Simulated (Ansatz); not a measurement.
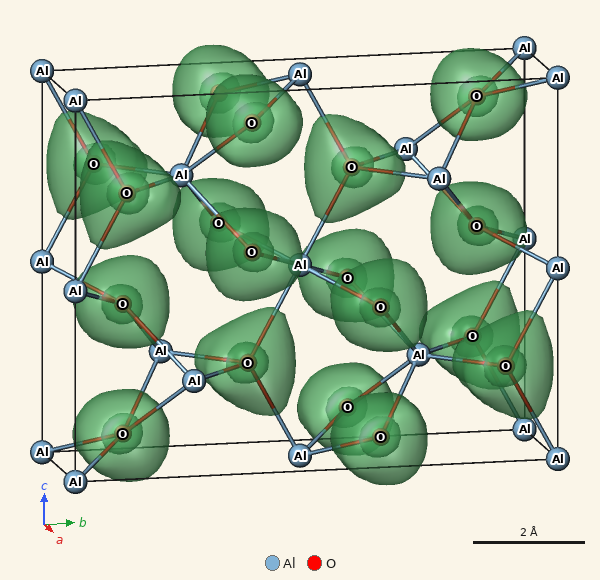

Al₂O₃. Isosurface of the electron localisation function at 0.7 (green), seen slightly off an axis. Only the valence region is drawn (cores and ρ < 0.01 e/Å³ removed). Sticks mark near contacts.

Space group Cmcm; a structure from a database of computed crystals, not necessarily the ambient phase.

Theory: DFT LDA, plane waves, PAW in Ansatz 0.2.0.

In a PAW calculation such maps are meaningful between the atoms, not at the nuclei.

**What do the ELF domains correspond to?**

The surface consists of twelve regions on O in which the atom's valence shell and bonds are merged, counted in one cell of 20 atoms. Regions shared between cells count once.

Values along the shortest contacts:
Al–O (1.87 Å): the ELF peaks at about 0.85 in the valence shell of O, 0.7 Å from its nucleus, and is about 0.85 at the midpoint. Al–O (2.01 Å): the ELF peaks at about 0.85 in the valence shell of O, 0.7 Å from its nucleus, and is about 0.80 at the midpoint.

**Does the calculation make it a metal, or give it a gap?**

It is gapped, with a Kohn–Sham gap of 4.2 eV on the k-point mesh (the band edges may lie off the mesh, which would make the gap smaller).
